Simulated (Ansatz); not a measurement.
# MnS: one change and its effect

System: MnS (P1, 4 atoms in the cell).
Method of run A: DFT with r2SCAN, PAW plane waves, spin-polarised (Ansatz 0.2.0).

The structure is a deliberately distorted cell. Text and figures count atoms from 1; the logs count them from 0 in places.

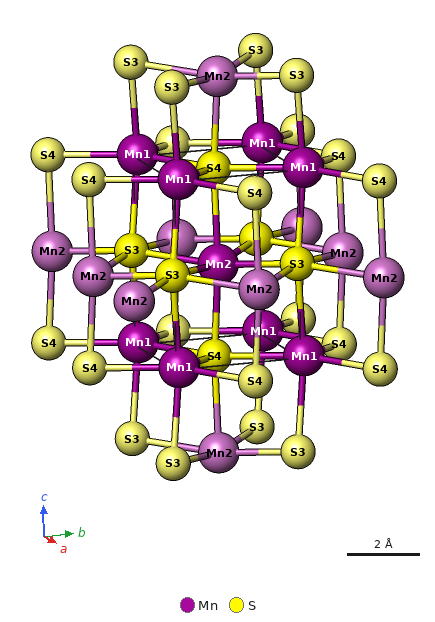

Figure 1. The structure (ball-and-stick view of the cell of the calculation, seen slightly off an axis; neighbours outside the cell are drawn fainter; atoms are numbered from 1 in the order of the input).

**Input, run A**
```yaml
crystal:
  lattice:
    - [-2.546961, -0.021847, 2.501805]
    - [2.649593, 0.03728, 2.604437]
    - [0.059127, 5.375341, 0.015433]
  atoms:
    - { symbol: Mn, position: [0.944273, 0.046005, 0.003102], spin: 4.5 }
    - { symbol: Mn, position: [0.549526, 0.490382, 0.469988], spin: 4.5 }
    - { symbol: S, position: [0.017816, 0.971957, 0.506974] }
    - { symbol: S, position: [0.516175, 0.469791, 0.980507] }
kpoints:
  mp_grid: { grid: [5, 5, 4], shift: [0.0, 0.0, 0.0] }
magnetization:
  spin_polarized: true
scf:
  occupations: { method: tetrahedron }
  lower_state_search: "off"
  max_iter: 200
hamiltonian:
  pseudopotentials: { kind: paw }
  xc: r2scan
basis:
  ecutwfc: 500
  fft_grid_basis: typed
output:
  forces: true
  stress: true
  eigenvalues: true
  bader: true
  populations: true
  elf: true
  write_potential: true
  volumetric_format: npy
  dos:
    e_range: [-12, 8]
    de: 0.05
    projected: { site_lists: { Mn: [Mn], S: [S] } }
checkpoint:
  read: saved_state
```

Command:
```bash
ansatz run input.yaml --threads 1 --pin off --max-ram 2560MiB --backend cpu --events-out ev --progress --plain --runs-dir out
```

Hardware: 1 thread of Arm Neoverse V2, 24 GiB of memory available, shared host.

**Output, shortened to warnings, some set-up lines, iterations and results (run A)**
```
Warning: output.forces, output.stress, relax.cell or npt_langevin: where a Kohn–Sham band that disperses or a degenerate level is filled in part under the method tetrahedron, the forces or the stress that this run publishes need not agree with its energy (scf.occupations.method in the input reference, under Limitations); prefer a smearing scheme for the forces or the stress
Basis set: ecut = 500 eV, 1827 PW (Γ), exchange–correlation on 108×120×160 points (64 copies of the dense FFT grid, shifted against one another)
Symmetry: 1 space group operations
k-points: 51 of 100 (time reversal used)
Initial density: read from a saved state, or passed on in memory by an earlier SCF of this step, an earlier step, the calling program or the single point that the run made first
[...]
SCF iter   1: F=—  HF=-9623.243088 eV  |F-HF|=—  |Δ(HF+E_count)|=         —  Δρ=1.63e-3 (↑8.63e-4 ↓1.63e-3)  dr2=2.59e-4  dr2_τ=7.27e-4  dr2_m=3.83e-4  M=10.000 μB …
SCF iter   2: F=—  HF=-9623.266147 eV  |F-HF|=—  |Δ(HF+E_count)|=   2.31e-2  Δρ=8.55e-4 (↑8.55e-4 ↓6.80e-4)  dr2=1.34e-4  dr2_τ=7.29e-5  dr2_m=1.53e-5  M=10.000 μB …
SCF iter   3: F=—  HF=-9623.267972 eV  |F-HF|=—  |Δ(HF+E_count)|=   1.82e-3  Δρ=1.59e-4 (↑1.59e-4 ↓1.21e-4)  dr2=9.59e-6  dr2_τ=2.35e-6  dr2_m=7.25e-7  M=10.000 μB …
SCF iter   4: F=—  HF=-9623.268054 eV  |F-HF|=—  |Δ(HF+E_count)|=   8.15e-5  Δρ=4.30e-5 (↑4.30e-5 ↓3.73e-5)  dr2=2.49e-6  dr2_τ=6.76e-8  dr2_m=4.21e-8  M=10.000 μB …
SCF iter   5: F=—  HF=-9623.268055 eV  |F-HF|=—  |Δ(HF+E_count)|=   1.57e-6  Δρ=2.54e-5 (↑2.54e-5 ↓1.68e-5)  dr2=4.95e-7  dr2_τ=3.14e-8  dr2_m=3.32e-8  M=10.000 μB …
SCF iter   6: F=—  HF=-9623.268055 eV  |F-HF|=—  |Δ(HF+E_count)|=   3.66e-7  Δρ=1.51e-5 (↑1.36e-5 ↓1.51e-5)  dr2=2.44e-7  dr2_τ=1.70e-8  dr2_m=7.20e-9  M=10.000 μB …
SCF iter   7: F=—  HF=-9623.268056 eV  |F-HF|=—  |Δ(HF+E_count)|=   3.25e-7  Δρ=9.06e-6 (↑9.06e-6 ↓8.95e-6)  dr2=1.23e-7  dr2_τ=5.89e-9  dr2_m=9.11e-10  M=10.000 μB …
SCF iter   8: F=-9623.268056 eV  HF=-9623.268056 eV  |F-HF|=3.44e-8  |Δ(HF+E_count)|=   1.93e-7  Δρ=4.14e-6 (↑3.93e-6 ↓4.14e-6)  dr2=4.11e-8  dr2_τ=7.52e-10  dr2_m=7.23e-11  …
SCF 1 converged in 8 iterations: F = -9623.268056 eV  dr2 = 4.11e-8
this state was not tested for a lower state beside it, because cold or Methfessel-Paxton smearing, or corrected tetrahedra, fill the levels in a way that the test cannot read (fill_not_monotonic; see scf.lower_state_search)
SCF converged after 8 iterations
Magnetization: 10.0000 μB (26.0000 up, 16.0000 down)
Absolute magnetization: 10.0000 μB (∫|ρ↑−ρ↓|, with the PAW one-centre terms)
Spin contamination: 0.0208 ħ² per cell (⟨S²⟩ above its minimum at these occupations)
Per-site moments (μB) at R_I (Å): [(4.133253144321622, 0.9133597029022217), (4.354796686214714, 1.0051164175856062), (0.18085330083871365, 1.0051164175856062), (0.15894950166260202, 0.9133597029022217)]
Free energy (F): -9623.268056 eV
Harris-Foulkes:  -9623.268056 eV  (|F-HF|=3.44e-8)
Internal energy: -9623.268056 eV  (E = F + TS)
E sigma→0 (E₀):  -9623.268056 eV
Fermi energy:    10.168413 eV
--- Per-component energies (eV) ---
  E_band       = -644.341608
  E_kinetic    = 813.656510
  E_local      = -4983.107669  (includes V_loc(G=0)·N_el)
  E_nonlocal   = 568.480252
  E_hartree    = 2048.522221
  E_xc         = -398.516329
  E_vxc        = -504.658850  (∫ρ·V_xc dr)
  E_paw        = -3857.034854  (= ΣΔE_a)
  E_vpaw       = -666.003481  (= ΣTr[D̂ρ^β])
  E_aug_tail   = -0.000007  (compensation charges beyond the density's cutoff)
  E_vtau       = 30.243378  (kinetic-family band-sum trace: ∫τ·v_τ [+ j·A + Jᵃ·Aᵃ] dr)
  E_ewald      = -3814.482560
  E_core_change = -0.785620  (= ΣΔE_core)
  E_smearing   = -0.000000  (= −TS)
  E_closure    = 0.000000  (closes the sum)
  Σ components = -9623.268056   (vs F -9623.268056, Δ=0.00e0)
--- Forces (eV/Å), atoms counted from 1 ---
  atom   1  Mn    -2.10937488    -0.08238694    -0.05830991
  atom   2  Mn     0.17642274     0.20086744    -0.47763283
  atom   3  S      0.00332615    -0.42010600     0.42690079
  atom   4  S      1.92954233     0.30170890     0.10903279
  max |Σ_I F_I| component: 8.37e-5 eV/Å
--- Stress (GPa, compression-positive) ---
       10.219503      -1.004957      -1.642650
       -1.004959      -1.978254      -0.235319
       -1.642649      -0.235319       2.783581
  P = ⅓ Tr σ = 3.6749 GPa (36.749 kbar)
--- Löwdin populations: 4 sites ---
  site symbol       q [e]    m [muB]
     0     Mn     13.8921     4.6367
     1     Mn     13.8612     4.6910
     2      S      7.0024     0.2770
     3      S      6.9680     0.3042
  spilling = 0.006578 (of n_electrons = 42.000000)
--- Bader charges: 4 sites ---
  site symbol  charge [e]  shift [e]    m [muB]
     0     Mn      1.2674     0.0006     4.5821
     1     Mn      1.2951     0.0012     4.6301
     2      S     -1.2923     0.0012     0.3806
     3      S     -1.2703     0.0006     0.4071
[...]
```

The input of run B differs as follows (lines with − go, lines with + come):
```diff
-    - { symbol: Mn, position: [0.549526, 0.490382, 0.469988], spin: 4.5 }
+    - { symbol: Mn, position: [0.549526, 0.490382, 0.469988], spin: -4.5 }
```

Predict how the results change.

With the same functional and potentials, run B lies 35.6 meV per atom lower. The gap on the mesh goes from 0.04 to 0.62 eV. The net moment of the cell goes from 10.00 to 0.00 μB. The pressure goes from 3.67 to 1.84 GPa. The largest force goes from 2.112 to 1.820 eV/Å.

**Output, shortened to warnings, some set-up lines, iterations and results (run B)**
```
Warning: output.forces, output.stress, relax.cell or npt_langevin: where a Kohn–Sham band that disperses or a degenerate level is filled in part under the method tetrahedron, the forces or the stress that this run publishes need not agree with its energy (scf.occupations.method in the input reference, under Limitations); prefer a smearing scheme for the forces or the stress
Basis set: ecut = 500 eV, 1827 PW (Γ), exchange–correlation on 108×120×160 points (64 copies of the dense FFT grid, shifted against one another)
Symmetry: 1 space group operations
k-points: 51 of 100 (time reversal used)
Initial density: read from a saved state, or passed on in memory by an earlier SCF of this step, an earlier step, the calling program or the single point that the run made first
[...]
SCF iter   1: F=—  HF=-9623.386645 eV  |F-HF|=—  |Δ(HF+E_count)|=         —  Δρ=1.36e-3 (↑1.25e-3 ↓1.36e-3)  dr2=3.25e-4  dr2_τ=7.68e-4  dr2_m=3.73e-4  M=0.000 μB ∫|m|=9.537 …
SCF iter   2: F=—  HF=-9623.405820 eV  |F-HF|=—  |Δ(HF+E_count)|=   1.92e-2  Δρ=9.64e-4 (↑8.85e-4 ↓9.64e-4)  dr2=1.41e-4  dr2_τ=1.46e-4  dr2_m=1.88e-4  M=0.000 μB ∫|m|=9.537 …
SCF iter   3: F=—  HF=-9623.408687 eV  |F-HF|=—  |Δ(HF+E_count)|=   2.87e-3  Δρ=5.06e-4 (↑4.66e-4 ↓5.06e-4)  dr2=2.55e-5  dr2_τ=4.50e-5  dr2_m=1.02e-4  M=0.000 μB ∫|m|=9.536 …
SCF iter   4: F=—  HF=-9623.410452 eV  |F-HF|=—  |Δ(HF+E_count)|=   1.76e-3  Δρ=4.23e-5 (↑4.22e-5 ↓4.23e-5)  dr2=2.52e-6  dr2_τ=9.11e-8  dr2_m=4.42e-7  M=0.000 μB ∫|m|=9.536 …
SCF iter   5: F=—  HF=-9623.410460 eV  |F-HF|=—  |Δ(HF+E_count)|=   8.29e-6  Δρ=2.90e-5 (↑2.90e-5 ↓2.90e-5)  dr2=1.18e-6  dr2_τ=4.77e-8  dr2_m=3.85e-8  M=0.000 μB ∫|m|=9.536 …
SCF iter   6: F=—  HF=-9623.410461 eV  |F-HF|=—  |Δ(HF+E_count)|=   6.44e-7  Δρ=2.18e-5 (↑2.18e-5 ↓2.18e-5)  dr2=7.58e-7  dr2_τ=2.44e-8  dr2_m=2.34e-8  M=0.000 μB ∫|m|=9.536 …
SCF iter   7: F=-9623.410461 eV  HF=-9623.410461 eV  |F-HF|=2.59e-8  |Δ(HF+E_count)|=   8.27e-7  Δρ=5.75e-6 (↑5.75e-6 ↓5.53e-6)  dr2=4.82e-8  dr2_τ=1.79e-9  dr2_m=1.93e-9  …
SCF 1 converged in 7 iterations: F = -9623.410461 eV  dr2 = 4.82e-8
this state was not tested for a lower state beside it, because cold or Methfessel-Paxton smearing, or corrected tetrahedra, fill the levels in a way that the test cannot read (fill_not_monotonic; see scf.lower_state_search)
SCF converged after 7 iterations
Magnetization: 0.0000 μB (21.0000 up, 21.0000 down)
Absolute magnetization: 9.5365 μB (∫|ρ↑−ρ↓|, with the PAW one-centre terms)
Spin contamination: 4.9205 ħ² per cell (⟨S²⟩ above its minimum at these occupations)
Per-site moments (μB) at R_I (Å): [(4.086202593266805, 0.9133597029022217), (-4.303031299103329, 1.0051164175856062), (-0.06097871609226551, 1.0051164175856062), (0.06490569342441231, 0.9133597029022217)]
Free energy (F): -9623.410461 eV
Harris-Foulkes:  -9623.410461 eV  (|F-HF|=2.59e-8)
Internal energy: -9623.410461 eV  (E = F + TS)
E sigma→0 (E₀):  -9623.410461 eV
Fermi energy:    9.971345 eV
--- Per-component energies (eV) ---
  E_band       = -645.165902
  E_kinetic    = 813.283286
  E_local      = -4981.767551  (includes V_loc(G=0)·N_el)
  E_nonlocal   = 567.624984
  E_hartree    = 2047.653374
  E_xc         = -398.331072
  E_vxc        = -504.399566  (∫ρ·V_xc dr)
  E_paw        = -3856.605296  (= ΣΔE_a)
  E_vpaw       = -665.431924  (= ΣTr[D̂ρ^β])
  E_aug_tail   = -0.000007  (compensation charges beyond the density's cutoff)
  E_vtau       = 30.220851  (kinetic-family band-sum trace: ∫τ·v_τ [+ j·A + Jᵃ·Aᵃ] dr)
  E_ewald      = -3814.482560
  E_core_change = -0.785620  (= ΣΔE_core)
  E_smearing   = -0.000000  (= −TS)
  E_closure    = -0.000000  (closes the sum)
  Σ components = -9623.410461   (vs F -9623.410461, Δ=0.00e0)
--- Forces (eV/Å), atoms counted from 1 ---
  atom   1  Mn    -1.80141660     0.07942193    -0.07132142
  atom   2  Mn     0.05232403    -0.02803440    -0.39214497
  atom   3  S     -0.04353975    -0.35590567     0.38407462
  atom   4  S      1.79265466     0.30429221     0.07934733
  max |Σ_I F_I| component: 2.26e-4 eV/Å
--- Stress (GPa, compression-positive) ---
        8.290606      -1.001717      -1.729995
       -1.001723      -4.204674      -0.224195
       -1.729992      -0.224193       1.440012
  P = ⅓ Tr σ = 1.8420 GPa (18.420 kbar)
--- Löwdin populations: 4 sites ---
  site symbol       q [e]    m [muB]
     0     Mn     13.9098     4.5779
     1     Mn     13.8805    -4.6300
     2      S      6.9872    -0.1049
     3      S      6.9460     0.1465
  spilling = 0.006583 (of n_electrons = 42.000000)
--- Bader charges: 4 sites ---
  site symbol  charge [e]  shift [e]    m [muB]
     0     Mn      1.2611     0.0006     4.5214
     1     Mn      1.2885     0.0013    -4.5662
     2      S     -1.2875     0.0012    -0.1370
     3      S     -1.2621     0.0006     0.1818
[...]
```

**The two runs side by side**

| quantity | run A | run B |
| --- | --- | --- |
| outcome | converged | converged |
| free energy per atom (eV) | −2405.8170 | −2405.8526 |
| gap on the mesh (eV) | 0.04 | 0.62 |
| net moment of the cell (μB) | 10.00 | 0.00 |
| absolute moment of the cell (μB) | 10.00 | 9.54 |
| pressure (GPa) | 3.67 | 1.84 |
| largest force (eV/Å) | 2.112 | 1.820 |
| irreducible k-points | 51 | 51 |
| plane waves at Γ | 1827 | 1827 |
| wall time (shared host) | 90 s | 92 s |

For run A: Warnings: the state was not tested for a lower one; forces and stress from tetrahedron occupations may miss the slope of the energy. This electronic state lies 36 meV per atom above the lowest one found. For run B: Warnings: the state was not tested for a lower one. Semilocal DFT without U tends to delocalise the d electrons of such compounds and to underestimate the gap.
